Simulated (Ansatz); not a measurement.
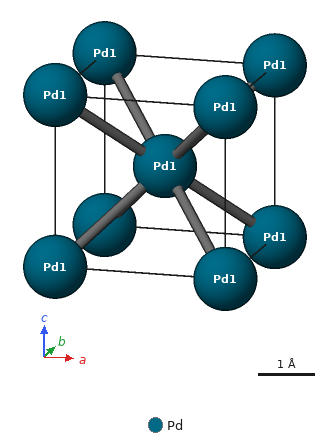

**Figure 1.** The structure as given in the input (ball-and-stick view of the cell 2 times as large as that of the calculation, set on its symmetry axes, seen slightly off an axis; atoms are numbered from 1 in the order of the input).

# From Pd to Ag

System: Pd (1 atom in the cell).
Method of run A: DFT PBE, scalar-relativistic, plane waves, PAW, no spin polarisation (Ansatz 0.2.0).
System of run B: Ag (1 atom in the cell).

On run A: The structure was made by swapping elements on the sites of another compound; it need not be a known phase. On run B: The structure derives from a Materials Project entry. Text and figures count atoms from 1; the logs count them from 0 in places.

**Input, run A**
```yaml
crystal:
  lattice:
    - [-1.6047988707, 1.6047988707, 1.6047988707]
    - [1.6047988707, -1.6047988707, 1.6047988707]
    - [1.6047988707, 1.6047988707, -1.6047988707]
  atoms:
    - { symbol: Pd, position: [0.0, 0.0, 0.0] }
basis:
  ecutwfc: 420
kpoints:
  mp_grid: { grid: [8, 8, 8] }
hamiltonian:
  xc: pbe
scf:
  occupations: { method: gaussian, width: 0.1 }
output:
  forces: true
  stress: true
  eigenvalues: true
```

Launched with:
```bash
ansatz run input.yaml --threads 1 --pin off --max-ram 2560MiB --backend cpu --events-out ev --progress --plain --runs-dir out
```

Hardware: 1 thread of Intel Xeon (Granite Rapids), 12 GiB of memory available, shared host.

**Output, shortened to warnings, some set-up lines, iterations and results (run A)**
```
Basis set: ecut = 420 eV, 321 PW (Γ), exchange–correlation on 40×40×40 points (8 copies of the dense FFT grid, shifted against one another)
Symmetry: 48 space group operations
k-points: 29 of 512
Initial density: superposition of atomic densities (neutral atoms: chi_scale 0, normalization atom), corrected by the library's trained network
[...]
SCF iter   1: F=—  HF=-6972.754666 eV  |F-HF|=—  |Δ(HF+E_count)|=         —  Δρ=2.53e-3  dr2=7.27e-4  ethr=1.77e-3  ⟨swp⟩=5.0  Hψ=2152  notcnv=0
SCF iter   2: F=—  HF=-6972.754696 eV  |F-HF|=—  |Δ(HF+E_count)|=   3.06e-5  Δρ=1.42e-3  dr2=1.75e-4  ethr=4.04e-6  ⟨swp⟩=2.7  Hψ=815  notcnv=0
SCF iter   3: F=—  HF=-6972.754716 eV  |F-HF|=—  |Δ(HF+E_count)|=   1.99e-5  Δρ=6.44e-4  dr2=1.79e-5  ethr=9.74e-7  ⟨swp⟩=2.1  Hψ=518  notcnv=0
SCF iter   4: F=—  HF=-6972.754773 eV  |F-HF|=—  |Δ(HF+E_count)|=   5.69e-5  Δρ=1.09e-4  dr2=4.91e-7  ethr=9.97e-8  ⟨swp⟩=2.0  Hψ=487  notcnv=0
SCF iter   5: F=-6972.754775 eV  HF=-6972.754775 eV  |F-HF|=4.81e-9  |Δ(HF+E_count)|=   1.45e-6  Δρ=8.01e-6  dr2=2.68e-9  ethr=2.73e-9  ⟨swp⟩=2.3  Hψ=583  notcnv=0
SCF iter   6: F=-6972.754775 eV  HF=-6972.754775 eV  |F-HF|=1.00e-11  |Δ(HF+E_count)|=   5.31e-9  Δρ=5.39e-7  dr2=3.70e-11  ethr=1.49e-11  ⟨swp⟩=1.6  Hψ=1157  notcnv=0
SCF 1 converged in 6 iterations: F = -6972.754775 eV  dr2 = 3.70e-11
SCF converged after 6 iterations
Free energy (F): -6972.754775 eV
Harris-Foulkes:  -6972.754775 eV  (|F-HF|=1.00e-11)
Internal energy: -6972.744405 eV  (E = F + TS)
E sigma→0 (E₀):  -6972.749590 eV
Entropy (-TS):   -0.010369 eV (-10.369 meV/atom)
Fermi energy:    16.919367 eV
--- Per-component energies (eV) ---
  E_band       = -180.616065
  E_kinetic    = 511.955809
  E_local      = -1908.137528  (includes V_loc(G=0)·N_el)
  E_nonlocal   = 217.594823
  E_hartree    = 768.925996
  E_xc         = -167.718860
  E_vxc        = -210.304303  (∫ρ·V_xc dr)
  E_paw        = -3750.362126  (= ΣΔE_a)
  E_vpaw       = -329.576765  (= ΣTr[D̂ρ^β])
  E_aug_tail   = 0.000209  (compensation charges beyond the density's cutoff)
  E_ewald      = -2645.002728
  E_smearing   = -0.010369  (= −TS)
  E_closure    = -0.000000  (closes the sum)
  Σ components = -6972.754775   (vs F -6972.754775, Δ=0.00e0)
--- Forces (eV/Å), atoms counted from 1 ---
  atom   1  Pd    -0.00000000    -0.00000000     0.00000000
  max |Σ_I F_I| component: 3.39e-32 eV/Å
--- Stress (GPa, compression-positive) ---
       -9.041780      -0.000000      -0.000000
        0.000000      -9.041780       0.000000
        0.000000       0.000000      -9.041780
  P = ⅓ Tr σ = -9.0418 GPa (-90.418 kbar)
```

The input of run B differs as follows (lines with − go, lines with + come):
```diff
-    - [-1.6047988707, 1.6047988707, 1.6047988707]
-    - [1.6047988707, -1.6047988707, 1.6047988707]
-    - [1.6047988707, 1.6047988707, -1.6047988707]
+    - [-1.655654, 1.655654, 1.655654]
+    - [1.655654, -1.655654, 1.655654]
+    - [1.655654, 1.655654, -1.655654]
-    - { symbol: Pd, position: [0.0, 0.0, 0.0] }
+    - { symbol: Ag, position: [0.0, 0.0, 0.0] }
```

Predict how the results change.

The total energies belong to different systems, so their difference says nothing on which is more stable or more accurate. The pressure goes from −9.04 to −0.77 GPa. The volume per atom goes from 16.53 to 18.15 Å³. The number of SCF iterations is the same. The plane waves at Γ go from 321 to 369.

**Output, shortened to warnings, some set-up lines, iterations and results (run B)**
```
Basis set: ecut = 420 eV, 369 PW (Γ), exchange–correlation on 40×40×40 points (8 copies of the dense FFT grid, shifted against one another)
Symmetry: 48 space group operations
k-points: 29 of 512
Initial density: superposition of atomic densities (neutral atoms: chi_scale 0, normalization atom), corrected by the library's trained network
[...]
SCF iter   1: F=—  HF=-7590.474694 eV  |F-HF|=—  |Δ(HF+E_count)|=         —  Δρ=1.06e-3  dr2=8.92e-5  ethr=1.77e-3  ⟨swp⟩=4.6  Hψ=1970  notcnv=0
SCF iter   2: F=—  HF=-7590.474864 eV  |F-HF|=—  |Δ(HF+E_count)|=   1.70e-4  Δρ=5.63e-4  dr2=2.49e-5  ethr=4.70e-7  ⟨swp⟩=2.8  Hψ=885  notcnv=0
SCF iter   3: F=—  HF=-7590.474896 eV  |F-HF|=—  |Δ(HF+E_count)|=   3.28e-5  Δρ=1.32e-4  dr2=1.48e-6  ethr=1.31e-7  ⟨swp⟩=2.0  Hψ=555  notcnv=0
SCF iter   4: F=—  HF=-7590.474898 eV  |F-HF|=—  |Δ(HF+E_count)|=   1.57e-6  Δρ=5.25e-5  dr2=4.55e-7  ethr=7.77e-9  ⟨swp⟩=2.3  Hψ=616  notcnv=0
SCF iter   5: F=-7590.474898 eV  HF=-7590.474898 eV  |F-HF|=7.07e-9  |Δ(HF+E_count)|=   4.02e-8  Δρ=1.02e-5  dr2=1.02e-8  ethr=2.40e-9  ⟨swp⟩=2.0  Hψ=552  notcnv=0
SCF iter   6: F=-7590.474898 eV  HF=-7590.474898 eV  |F-HF|=1.07e-9  |Δ(HF+E_count)|=   8.13e-9  Δρ=3.23e-6  dr2=1.78e-9  ethr=5.37e-11  ⟨swp⟩=2.9  Hψ=1388  notcnv=0
SCF 1 converged in 6 iterations: F = -7590.474898 eV  dr2 = 1.78e-9
SCF converged after 6 iterations
Free energy (F): -7590.474898 eV
Harris-Foulkes:  -7590.474898 eV  (|F-HF|=1.07e-9)
Internal energy: -7590.467646 eV  (E = F + TS)
E sigma→0 (E₀):  -7590.471272 eV
Entropy (-TS):   -0.007252 eV (-7.252 meV/atom)
Fermi energy:    16.152140 eV
--- Per-component energies (eV) ---
  E_band       = -256.972515
  E_kinetic    = 526.829544
  E_local      = -2290.663680  (includes V_loc(G=0)·N_el)
  E_nonlocal   = 80.147516
  E_hartree    = 1036.415130
  E_xc         = -184.573418
  E_vxc        = -234.490026  (∫ρ·V_xc dr)
  E_paw        = -3902.089408  (= ΣΔE_a)
  E_vpaw       = -411.629052  (= ΣTr[D̂ρ^β])
  E_aug_tail   = 0.000313  (compensation charges beyond the density's cutoff)
  E_ewald      = -2856.533643
  E_smearing   = -0.007252  (= −TS)
  E_closure    = 0.000000  (closes the sum)
  Σ components = -7590.474898   (vs F -7590.474898, Δ=0.00e0)
--- Forces (eV/Å), atoms counted from 1 ---
  atom   1  Ag     0.00000000     0.00000000     0.00000000
  max |Σ_I F_I| component: 2.01e-31 eV/Å
--- Stress (GPa, compression-positive) ---
       -0.772058       0.000000      -0.000000
        0.000000      -0.772058      -0.000000
        0.000000       0.000000      -0.772058
  P = ⅓ Tr σ = -0.7721 GPa (-7.721 kbar)
```

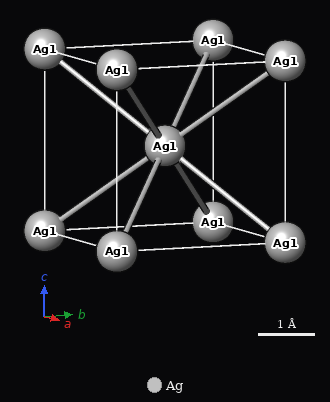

**Figure 2.** The input structure of run B (ball-and-stick view of the cell 2 times as large as that of the calculation, set on its symmetry axes, seen slightly off an axis; atoms are numbered from 1 in the order of the input).

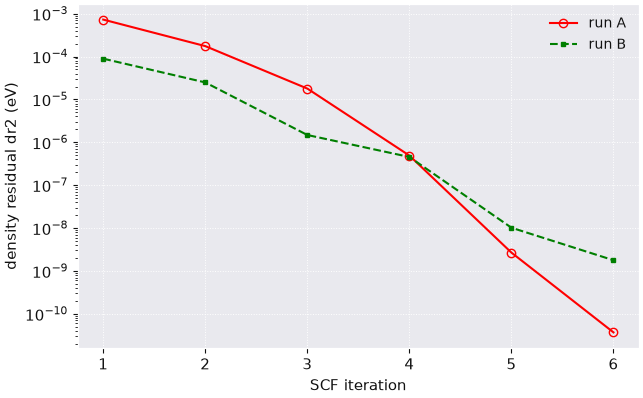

**Figure 3.** Convergence of the two runs: density residual dr2 against the SCF iteration. Run A takes 6 iterations in all, and run B takes 6.

**The two runs side by side**

```tsv
quantity	run A	run B
outcome	converged	converged
free energy per atom (eV)	−6972.7548	−7590.4749
energy per atom, smearing taken to zero (eV)	−6972.7496	−7590.4713
gap on the mesh (eV)	0.00	0.00
pressure (GPa)	−9.04	−0.77
volume per atom (Å³)	16.53	18.15
largest force (eV/Å)	0.000	0.000
SCF iterations	6	6
irreducible k-points	29	29
plane waves at Γ	321	369
```

For run A: The cell is under a tension of 9.0 GPa at this level, so it is not at its equilibrium volume.
